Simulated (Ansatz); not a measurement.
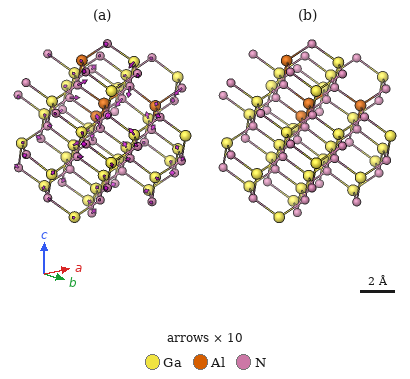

The structure of solid Ga$_{28}$Al$_{4}$N$_{32}$ (a generated structure, set up in P1) before (left) and after (right) a relaxation, at one scale. The purple arrows give the displacements, 10 times their true length.

A ball-and-stick model of the atoms within 5.8 Å of the atom that moves most (axes of the cell of the calculation), seen from a free direction.

These are results of Ansatz 0.2.0, DFT, PBEsol, PAW, plane waves, not measurements. (plane-wave cutoff 420 eV; k-point mesh 1 × 1 × 1; mesh shifted by (0.25, 0.25, 0.25); no spin polarisation; cell relaxed at fixed shape; force threshold 0.03 eV/Å; at most 80 steps)

Q: Summarise the run.

A: Over 3 geometry steps the energy falls by 1.002 eV per cell of the calculation. The largest force component goes from 1.4 to 0.024 eV/Å. The pressure goes from 0.37 to 0.02 GPa. The atom that moves furthest relative to the cell is an N atom (0.096 Å roughly along [−1 −1 3]). By element the largest moves are N 0.096 Å, Ga 0.060 Å, Al 0.035 Å. The drawn cell changes as follows: a = b = c 8.967 → 8.965 Å (0.0 %); the volume changes by −0.1 %. Some distances before and after: Al–N 1.990 → 1.897 Å, Ga–N 1.873 → 1.946 Å, Al–N 1.963 → 1.894 Å, Ga–N 2.013 → 1.949 Å. Among the angles between lasting bonds that change: Al–N–Al 107.5° → 112.2°, Ga–N–Ga 111.3° → 107.2°, Al–N–Al 108.0° → 112.0°. The space group stays P1 (No. 1).
